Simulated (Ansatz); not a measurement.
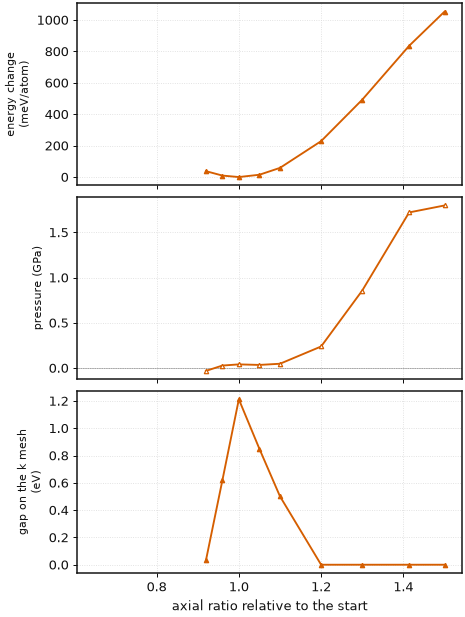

The plot gives the computed energy change, pressure and gap on the k mesh against relative axial ratio for BAs, space group F-43m (No. 216).

Starting cell:
```yaml
crystal:
  lattice:
    - [0.00000, 2.40441, 2.40441]
    - [2.40441, 0.00000, 2.40441]
    - [2.40441, 2.40441, 0.00000]
  atoms:
    - { symbol: B, position: [0.00000, 0.00000, 0.00000] }
    - { symbol: As, position: [0.75000, 0.75000, 0.75000] }
```

How it was computed, with Ansatz 0.2.0: deformation of a crystal at fixed volume, lengths along the axis scaled against those across it, fractional coordinates fixed, by plane-wave density functional theory with PAW datasets, free energies less that of the undisturbed cell, pressure positive in compression; scalar-relativistic. Level: PBE, no spin polarisation.

```
       setting                              value
   wave cutoff                             420 eV
        k mesh                           12×12×12
   occupations                           Gaussian
smearing width                            0.05 eV
       k shift             (0, 0, 0) (mesh steps)
         start                            relaxed
          path                         tetragonal
axis direction  (0, 0, 1) (Cartesian unit vector)
```

The points at relative axial ratio 0.650, 0.707, 0.780 and 0.850 are left out of the plot. What values does the calculation give there?

```
axial ratio relative to the start  energy change (meV/atom)  pressure (GPa)  gap on the k mesh (eV)
                            0.650                       580          -4.968                   0.000
                            0.707                       431          -3.145                   0.000
                            0.780                       261          -1.489                   0.000
                            0.850                       128          -0.431                   0.000
```

Keep in mind: gap closes along the scan on a mesh chosen for the insulator.
